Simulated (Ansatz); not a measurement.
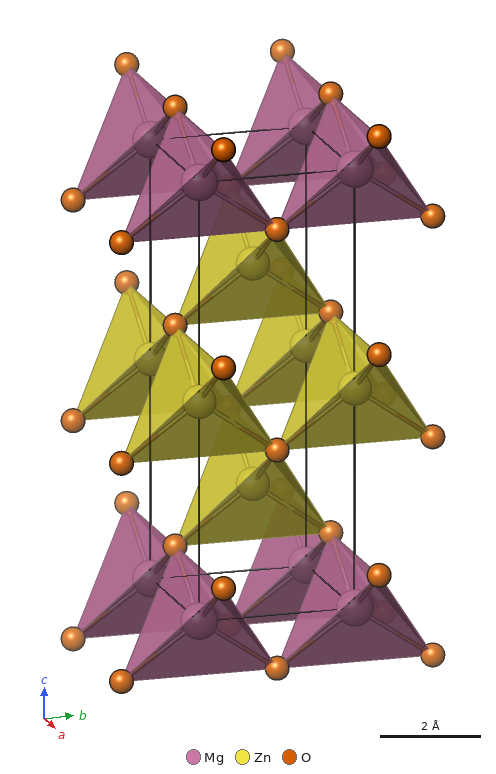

Crystal structure, polyhedral style, seen slightly off an axis. The box is the conventional unit cell; atoms on or close to its faces, edges and corners are drawn wherever they repeat. A few atoms beyond the faces are included. Cell: a = 3.27 Å, b = 3.27 Å, c = 9.17 Å, α = 90.00°, β = 90.00°, γ = 90.00°.

It derives from a structure type filled with these elements by a generator (whether the compound takes this form wasn't checked). Earlier steps of the study may have refined or changed the cell and positions. It was the input of a calculation with Ansatz.

### What can be read from this drawing?

Composition: MgZn$_{3}$O$_{4}$. It belongs to space group P-4m2 (No. 115) and has a primitive tetragonal lattice. One cell contains 1 Mg, 3 Zn, 4 O, 8 atoms in all. The polyhedra are MgO4 tetrahedra and ZnO4 tetrahedra; they share corners. Mg bonds to four O in a tetrahedral arrangement at about 2.0 Å. Each Zn atom is coordinated by four O in a tetrahedral arrangement at about 2.0 Å. O takes two kinds of site: 2g with two Mg and two Zn in a tetrahedral arrangement (about 2.0 Å to Mg, 2.0 Å to Zn); 2g with four Zn in a tetrahedral arrangement at about 2.0 Å. The bonds build a three-dimensional framework.

The calculation used DFT r2SCAN, scalar-relativistic, plane waves, PAW in Ansatz, with a kinetic-energy cutoff of 500 eV, the zone sampled with 8×8×4 points, Gaussian smearing of 0.02 eV, no spin polarisation.

### Classify it as metallic or gapped, with the value.

A semiconductor at this level, with a gap of 1.63 eV, direct.

### What are the atomic charges by Bader's partition?

Mg +1.73 e; Zn +1.26 e; O -1.49 to -1.28 e.

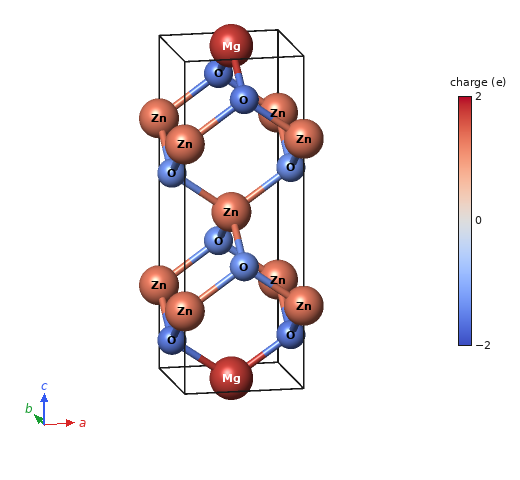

The atoms coloured by those charges. The run's cell of 8 atoms is drawn, so axes and origin can differ from the first picture.

### Are forces and stress small enough to call this relaxed?

No. The largest force is 0.10 eV/Å, on O. The pressure is -5.3 GPa, so the cell would contract.
